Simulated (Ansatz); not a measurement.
Run report: WS$_{2}$, geometry relaxation (part 3 of 3)

Continued. System: WS$_{2}$ (6 atoms in the cell). Method: DFT, PBE, plane waves, PAW, no spin polarisation (Ansatz 0.2.0); cutoff 420 eV, 12×12×2 k-mesh, Gaussian smearing of 0.02 eV. The structure derives from a Materials Project entry. The settings are looser than a standard set-up, so the numbers are not reference values.

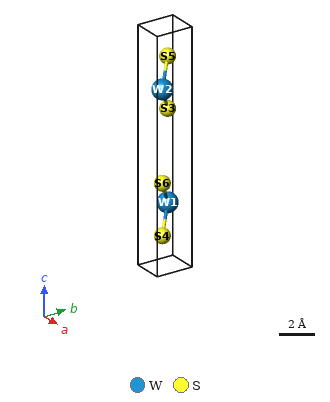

The geometry at step 7 of the log (ball-and-stick view of the cell of the calculation, seen slightly off an axis; atoms are numbered from 1 in the order of the input).

```
basis re-selected at this cell: Δ(F+E_penalty+E_count) = -7.084e-4 eV, ΔP = -0.002 GPa vs the last step (what re-selecting the basis moved, of the pressure what is left beyond the Pulay correction that the steps carried, after the strain that the cell walked since its last selection, with what the two solves' SCF thresholds leave and, on support functions, any second-order correction that the steps lacked; it is no measure of the basis error at this ecutwfc). This SCF's stress stands 3.62e-3 GPa from its target on what of the cell is left free (relax.cell.stress_tol is 5.00e-2 GPa) and its largest allowed force component is 8.91e-6 eV/Å (relax.f_tol is 5.00e-3 eV/Å): within both
SCF converged after 5 iterations
Free energy (F): -24382.882954 eV
Harris-Foulkes:  -24382.882954 eV  (|F-HF|=3.64e-11)
Internal energy: -24382.882954 eV  (E = F + TS)
E sigma→0 (E₀):  -24382.882954 eV
Fermi energy:    8.952597 eV
--- Per-component energies (eV) ---
  E_band       = -533.490754
  E_kinetic    = 1329.985128
  E_local      = -5419.309805  (includes V_loc(G=0)·N_el)
  E_nonlocal   = 114.493100
  E_hartree    = 2270.009537
  E_xc         = -923.279386
  E_vxc        = -828.637979  (∫ρ·V_xc dr)
  E_paw        = -19526.112634  (= ΣΔE_a)
  E_vpaw       = -270.040379  (= ΣTr[D̂ρ^β])
  E_aug_tail   = -0.000119  (compensation charges beyond the density's cutoff)
  E_ewald      = -2228.668775
  E_smearing   = -0.000000  (= −TS)
  E_closure    = 0.000000  (closes the sum)
  Σ components = -24382.882954   (vs F -24382.882954, Δ=0.00e0)
--- Forces (eV/Å), atoms counted from 1 ---
  atom   1  W     -0.00000000     0.00000000     0.00000000
  atom   2  W      0.00000000    -0.00000000     0.00000000
  atom   3  S     -0.00000000     0.00000000     0.00000891
  atom   4  S      0.00000000    -0.00000000     0.00000891
  atom   5  S     -0.00000000     0.00000000    -0.00000891
  atom   6  S      0.00000000    -0.00000000    -0.00000891
  max |Σ_I F_I| component: 4.63e-18 eV/Å
--- Stress (GPa, compression-positive) ---
       -0.003616       0.000000       0.000000
        0.000000      -0.003616       0.000000
        0.000000       0.000000       0.002855
  P = ⅓ Tr σ = -0.0015 GPa (-0.015 kbar)
--- Band table (eV; the first three rows and the last of 38) ---
  k-point 0: bands = ["-66.0053", "-66.0053", "-30.2773", "-30.2772", "-30.1293", "-30.1293", "-30.1293", "-30.1293", "-6.7732", "-6.7575", "-5.1591", "-5.1254", "1.5703", "1.7269", "5.1189", "5.1189", "5.1195", "5.1195", "5.5898", "6.1530", "6.3422", "6.3422", "6.3445", "6.3445", "7.7261", "8.1388", "10.8312", "10.8312", "10.8320", "10.8320", "10.9752", "10.9752"]
  k-point 1: bands = ["-66.0053", "-66.0053", "-30.2772", "-30.2772", "-30.1293", "-30.1293", "-30.1293", "-30.1293", "-6.7654", "-6.7654", "-5.1422", "-5.1422", "1.6463", "1.6463", "5.1192", "5.1192", "5.1192", "5.1192", "5.8466", "5.8466", "6.3433", "6.3433", "6.3433", "6.3433", "7.9605", "7.9605", "10.8316", "10.8316", "10.8316", "10.8316", "10.9807", "10.9807"]
  k-point 2: bands = ["-66.0042", "-66.0042", "-30.2732", "-30.2732", "-30.1517", "-30.1517", "-30.1345", "-30.1345", "-6.6600", "-6.6443", "-5.1169", "-5.0843", "1.7064", "1.8630", "4.8226", "4.8238", "5.2297", "5.2307", "5.2882", "5.6081", "6.1640", "6.1666", "6.4594", "6.6738", "7.6990", "8.0382", "10.6536", "10.7188", "10.7536", "10.7829", "10.8733", "10.8866"]
  k-point 37: bands = ["-65.9869", "-65.9869", "-30.3729", "-30.3729", "-30.3406", "-30.3406", "-30.2094", "-30.2094", "-4.3590", "-4.3590", "-4.2428", "-4.2428", "2.2383", "2.2383", "2.6361", "2.6361", "3.5031", "3.5031", "4.0827", "4.0827", "4.7368", "4.7368", "5.5962", "5.5962", "7.9581", "7.9581", "9.7669", "9.7669", "11.2923", "11.2923", "11.9627", "11.9627"]
--- Relaxed structure (11 steps of the walk, 11 accepted, 2 SCFs on fresh bases) ---
  F+E_penalty+E_count = -24382.88295410 eV   max|allowed force component| = 8.909e-6 eV/Å   (the final SCF, on the basis selected at the relaxed cell)
  cell:  # Å, volume = 130.8739 Å³
    - [3.187775145570844, 2.889971700562109e-9, 0.0]
    - [-1.593887575288211, 2.760694256172002, 0.0]
    - [0.0, 0.0, 14.871238373131783]
  atoms:
    - { symbol: W, position: [0.3333333333333333, 0.6666666666666667, 0.25] }
    - { symbol: W, position: [0.6666666666666666, 0.3333333333333333, 0.75] }
    - { symbol: S, position: [0.3333333333333333, 0.6666666666666667, 0.6443538095409638] }
    - { symbol: S, position: [0.6666666666666666, 0.3333333333333333, 0.1443538095409637] }
    - { symbol: S, position: [0.3333333333333333, 0.6666666666666667, 0.8556461904590361] }
    - { symbol: S, position: [0.6666666666666666, 0.3333333333333333, 0.3556461904590364] }
```

Trajectory as extended XYZ (Å, eV, eV/Å), 13 frames, from step=1 to step=13:
```
6
Lattice="3.1842 0.0000 0.0000 -1.5921 2.7576 0.0000 0.0000 0.0000 12.9783" Properties=species:S:1:pos:R:3:forces:R:3 step=1 energy=-24382.84359 pressure_GPa=1.76
W     0.0000    1.8384    3.2446    0.0000   0.0000   0.0000
W     1.5921    0.9192    9.7337    0.0000   0.0000   0.0000
S     0.0000    1.8384    8.1738    0.0000   0.0000  -0.2022
S     1.5921    0.9192    1.6846    0.0000   0.0000  -0.2022
S     0.0000    1.8384   11.2936    0.0000   0.0000   0.2022
S     1.5921    0.9192    4.8045    0.0000   0.0000   0.2022
6
Lattice="3.1919 0.0000 0.0000 -1.5959 2.7642 0.0000 0.0000 0.0000 13.3908" Properties=species:S:1:pos:R:3:forces:R:3 step=2 energy=-24382.86601 pressure_GPa=-0.16
W     0.0000    1.8428    3.3477    0.0000   0.0000   0.0000
W     1.5959    0.9214   10.0431    0.0000   0.0000   0.0000
S     0.0000    1.8428    8.4722    0.0000   0.0000   0.0469
S     1.5959    0.9214    1.7768    0.0000   0.0000   0.0469
S     0.0000    1.8428   11.6140    0.0000   0.0000  -0.0469
S     1.5959    0.9214    4.9186    0.0000   0.0000  -0.0469
6
Lattice="3.1884 0.0000 0.0000 -1.5942 2.7612 0.0000 0.0000 0.0000 13.7312" Properties=species:S:1:pos:R:3:forces:R:3 step=3 energy=-24382.87392 pressure_GPa=0.05
W     0.0000    1.8408    3.4328    0.0000   0.0000   0.0000
W     1.5942    0.9204   10.2984    0.0000   0.0000   0.0000
S     0.0000    1.8408    8.7274    0.0000   0.0000   0.0161
S     1.5942    0.9204    1.8618    0.0000   0.0000   0.0161
S     0.0000    1.8408   11.8695    0.0000   0.0000  -0.0161
S     1.5942    0.9204    5.0039    0.0000   0.0000  -0.0161
6
Lattice="3.1923 0.0000 0.0000 -1.5962 2.7647 0.0000 0.0000 0.0000 14.1708" Properties=species:S:1:pos:R:3:forces:R:3 step=4 energy=-24382.87665 pressure_GPa=0.27
W     0.0000    1.8431    3.5427    0.0000   0.0000   0.0000
W     1.5962    0.9216   10.6281    0.0000   0.0000   0.0000
S     0.0000    1.8431    9.0639    0.0000   0.0000  -0.0990
S     1.5962    0.9216    1.9785    0.0000   0.0000  -0.0990
S     0.0000    1.8431   12.1923    0.0000   0.0000   0.0990
S     1.5962    0.9216    5.1069    0.0000   0.0000   0.0990
6
Lattice="3.1826 0.0000 0.0000 -1.5913 2.7562 0.0000 0.0000 0.0000 14.3422" Properties=species:S:1:pos:R:3:forces:R:3 step=5 energy=-24382.87776 pressure_GPa=0.41
W     0.0000    1.8375    3.5856    0.0000   0.0000   0.0000
W     1.5913    0.9187   10.7567    0.0000   0.0000   0.0000
S     0.0000    1.8375    9.1852    0.0000   0.0000  -0.0252
S     1.5913    0.9187    2.0141    0.0000   0.0000  -0.0252
S     0.0000    1.8375   12.3282    0.0000   0.0000   0.0252
S     1.5913    0.9187    5.1570    0.0000   0.0000   0.0252
6
Lattice="3.1881 0.0000 0.0000 -1.5940 2.7610 0.0000 0.0000 0.0000 14.3768" Properties=species:S:1:pos:R:3:forces:R:3 step=6 energy=-24382.87831 pressure_GPa=-0.01
W     0.0000    1.8406    3.5942    0.0000   0.0000   0.0000
W     1.5940    0.9203   10.7826    0.0000   0.0000   0.0000
S     0.0000    1.8406    9.2117    0.0000   0.0000   0.0015
S     1.5940    0.9203    2.0233    0.0000   0.0000   0.0015
S     0.0000    1.8406   12.3535    0.0000   0.0000  -0.0015
S     1.5940    0.9203    5.1651    0.0000   0.0000  -0.0015
6
Lattice="3.1881 0.0000 0.0000 -1.5940 2.7610 0.0000 0.0000 0.0000 14.3768" Properties=species:S:1:pos:R:3:forces:R:3 step=7 energy=-24382.88191 pressure_GPa=0.02
W     0.0000    1.8406    3.5942    0.0000   0.0000   0.0000
W     1.5940    0.9203   10.7826    0.0000   0.0000   0.0000
S     0.0000    1.8406    9.2117    0.0000   0.0000   0.0020
S     1.5940    0.9203    2.0233    0.0000   0.0000   0.0020
S     0.0000    1.8406   12.3535    0.0000   0.0000  -0.0020
S     1.5940    0.9203    5.1651    0.0000   0.0000  -0.0020
6
Lattice="3.1883 0.0000 0.0000 -1.5941 2.7611 0.0000 0.0000 0.0000 14.5558" Properties=species:S:1:pos:R:3:forces:R:3 step=8 energy=-24382.88227 pressure_GPa=0.08
W     0.0000    1.8407    3.6390    0.0000   0.0000   0.0000
W     1.5941    0.9204   10.9169    0.0000   0.0000   0.0000
S     0.0000    1.8407    9.3470    0.0000   0.0000  -0.0176
S     1.5941    0.9204    2.0690    0.0000   0.0000  -0.0176
S     0.0000    1.8407   12.4868    0.0000   0.0000   0.0176
S     1.5941    0.9204    5.2089    0.0000   0.0000   0.0176
6
Lattice="3.1879 0.0000 0.0000 -1.5940 2.7608 0.0000 0.0000 0.0000 14.6502" Properties=species:S:1:pos:R:3:forces:R:3 step=9 energy=-24382.88238 pressure_GPa=0.01
W     0.0000    1.8406    3.6626    0.0000   0.0000   0.0000
W     1.5940    0.9203   10.9877    0.0000   0.0000   0.0000
S     0.0000    1.8406    9.4167    0.0000   0.0000  -0.0005
S     1.5940    0.9203    2.0916    0.0000   0.0000  -0.0005
S     0.0000    1.8406   12.5586    0.0000   0.0000   0.0005
S     1.5940    0.9203    5.2335    0.0000   0.0000   0.0005
6
Lattice="3.1877 0.0000 0.0000 -1.5939 2.7607 0.0000 0.0000 0.0000 14.8279" Properties=species:S:1:pos:R:3:forces:R:3 step=10 energy=-24382.88230 pressure_GPa=0.04
W     0.0000    1.8404    3.7070    0.0000   0.0000   0.0000
W     1.5939    0.9202   11.1209    0.0000   0.0000   0.0000
S     0.0000    1.8404    9.5502    0.0000   0.0000  -0.0082
S     1.5939    0.9202    2.1363    0.0000   0.0000  -0.0082
S     0.0000    1.8404   12.6916    0.0000   0.0000   0.0082
S     1.5939    0.9202    5.2777    0.0000   0.0000   0.0082
6
Lattice="3.1878 0.0000 0.0000 -1.5939 2.7607 0.0000 0.0000 0.0000 14.8455" Properties=species:S:1:pos:R:3:forces:R:3 step=11 energy=-24382.88228 pressure_GPa=-0.00
W     0.0000    1.8405    3.7114    0.0000   0.0000   0.0000
W     1.5939    0.9202   11.1341    0.0000   0.0000   0.0000
S     0.0000    1.8405    9.5630    0.0000   0.0000   0.0006
S     1.5939    0.9202    2.1402    0.0000   0.0000   0.0006
S     0.0000    1.8405   12.7052    0.0000   0.0000  -0.0006
S     1.5939    0.9202    5.2825    0.0000   0.0000  -0.0006
6
Lattice="3.1878 0.0000 0.0000 -1.5939 2.7607 0.0000 0.0000 0.0000 14.8712" Properties=species:S:1:pos:R:3:forces:R:3 step=12 energy=-24382.88225 pressure_GPa=0.00
W     0.0000    1.8405    3.7178    0.0000   0.0000   0.0000
W     1.5939    0.9202   11.1534    0.0000   0.0000   0.0000
S     0.0000    1.8405    9.5823    0.0000   0.0000  -0.0002
S     1.5939    0.9202    2.1467    0.0000   0.0000  -0.0002
S     0.0000    1.8405   12.7245    0.0000   0.0000   0.0002
S     1.5939    0.9202    5.2889    0.0000   0.0000   0.0002
6
Lattice="3.1878 0.0000 0.0000 -1.5939 2.7607 0.0000 0.0000 0.0000 14.8712" Properties=species:S:1:pos:R:3:forces:R:3 step=13 energy=-24382.88295 pressure_GPa=-0.00
W     0.0000    1.8405    3.7178    0.0000   0.0000   0.0000
W     1.5939    0.9202   11.1534    0.0000   0.0000   0.0000
S     0.0000    1.8405    9.5823    0.0000   0.0000   0.0000
S     1.5939    0.9202    2.1467    0.0000   0.0000   0.0000
S     0.0000    1.8405   12.7245    0.0000   0.0000   0.0000
S     1.5939    0.9202    5.2889    0.0000   0.0000   0.0000
```

The run was set up as follows.

The input:
```yaml
crystal:
  lattice:
    - [3.18422289, 0.0, 0.0]
    - [-1.59211145, 2.75761792, 0.0]
    - [0.0, 0.0, 12.97828236]
  atoms:
    - { symbol: W, position: [0.33333333, 0.66666667, 0.25] }
    - { symbol: W, position: [0.66666667, 0.33333333, 0.75] }
    - { symbol: S, position: [0.33333333, 0.66666667, 0.62980494] }
    - { symbol: S, position: [0.66666667, 0.33333333, 0.12980494] }
    - { symbol: S, position: [0.33333333, 0.66666667, 0.87019506] }
    - { symbol: S, position: [0.66666667, 0.33333333, 0.37019506] }
basis:
  ecutwfc: 420
kpoints:
  mp_grid: { grid: [12, 12, 2] }
hamiltonian:
  xc: pbe
scf:
  occupations: { method: gaussian, width: 0.02 }
output:
  forces: true
  stress: true
  eigenvalues: true
  write_density: true
  write_potential: true
  elf: true
  volumetric_format: npy
relax:
  adjacent_minimum: "off"
  f_tol: 0.005
  max_steps: 80
  cell: { stress_tol: 0.05 }
```

Command:
```bash
ansatz run input.yaml --threads 4 --pin off --max-ram 8192MiB --backend cpu --events-out ev --progress --plain --runs-dir out
```

Summary:

```json
{"quantity": "outcome", "value": "converged"}
{"quantity": "space group (tolerance 0.01 Å)", "value": "P6₃/mmc (194)"}
{"quantity": "electrons treated", "value": "52"}
{"quantity": "free energy", "value": "−24382.8830 eV"}
{"quantity": "Fermi energy", "value": "8.953 eV"}
{"quantity": "gap on the k-point mesh", "value": "1.63 eV"}
{"quantity": "pressure", "value": "0.00 GPa"}
{"quantity": "final volume", "value": "130.87 Å³"}
{"quantity": "largest force (length of the vector) at the end", "value": "under 0.001 eV/Å"}
{"quantity": "final cell", "value": "a = 3.188 Å, b = 3.188 Å, c = 14.871 Å, α = 90.00°, β = 90.00°, γ = 120.00°"}
{"quantity": "hardware", "value": "4 threads of AMD EPYC (Zen 3), 189 GiB of memory available, shared host"}
{"quantity": "wall time", "value": "82 s (CPU time 3.9 min)"}
{"quantity": "peak memory", "value": "0.55 GiB"}
```

Notes:

These settings are looser than, or depart from, a standard set-up, so the numbers are not reference values for this system. Spin–orbit coupling is left out, which matters for W.
